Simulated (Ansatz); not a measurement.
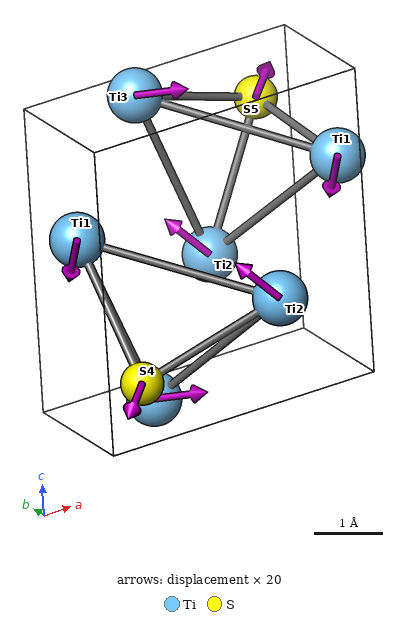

A relaxation of crystalline Ti$_{3}$S$_{2}$ (set up in R32). The starting structure is drawn; purple arrows show the displacements (the part carried along by the change of the cell is left out), magnified 20 times.

The picture is a ball-and-stick view of the cell of the calculation, seen slightly off an axis.

The run lets cell and atoms move.

These are results of Kohn-Sham DFT of a periodic cell, PBEsol, Ansatz PAW in Ansatz, not measurements.

Input file:
```yaml
crystal:
  lattice:
    - [2.7131139241, 1.5664170544, 3.2376184047]
    - [-2.7131139241, 1.5664170544, 3.2376184047]
    - [0.0, -3.1328341088, 3.2376184047]
  atoms:
    - { symbol: Ti, position: [0.0, 0.335655, 0.664345] }
    - { symbol: Ti, position: [0.664345, 0.0, 0.335655] }
    - { symbol: Ti, position: [0.335655, 0.664345, 0.0] }
    - { symbol: S, position: [0.167839, 0.167839, 0.167839] }
    - { symbol: S, position: [0.832161, 0.832161, 0.832161] }
hamiltonian:
  xc: pbesol
  pseudopotentials: { kind: paw }
kpoints:
  mp_grid: { grid: [6, 6, 6] }
scf:
  occupations: { method: fermi_dirac, width: 0.05 }
output:
  forces: true
  stress: true
  eigenvalues: true
relax:
  f_tol: 0.01
  max_steps: 40
  cell: { stress_tol: 0.05, p_target: 20.0 }
```

Launched with:
```bash
ansatz run input.yaml --threads 2 --pin off --max-ram 5632MiB --backend cpu --events-out ev --progress --plain --runs-dir out
```

What did the optimiser do to the structure, and how much energy did it gain?

Answer. The largest moves relative to the cell, 0.045 Å, are those of Ti1, Ti2 and Ti3. Ti2 goes along [−1 0 1]. By element the largest moves are Ti 0.045 Å, S 0.041 Å. Cell: a = b = c 4.505 → 4.302 Å (−4.5 %), α 74.1° → 72.7°, β 74.1° → 72.7°, γ 74.1° → 72.7°. Volume −14.4 %. Among the contacts that change: Ti1–Ti2 3.122 → 2.898 Å, Ti1–Ti2 (another image) 3.155 → 3.043 Å, Ti1–S4 2.444 → 2.335 Å, Ti1–S4 (another image) 2.415 → 2.313 Å. Bond angles that change, for instance: Ti1–S5–Ti2 80.5° → 77.6°. The space group stays R32 (No. 155). Over 4 accepted moves (5 points after the start) the energy rises by 94.3 meV per atom. With the target pressure of 20 GPa, the enthalpy E + pV changes by −203 meV per atom. The largest force component goes from 0.044 to 0.00098 eV/Å. Pressure: −4.47 GPa at the start and 20.01 GPa at the end. At 1 point the geometry stayed and the basis and grid were re-selected for the new cell (energy shift of 0.3 meV per atom at most each time).
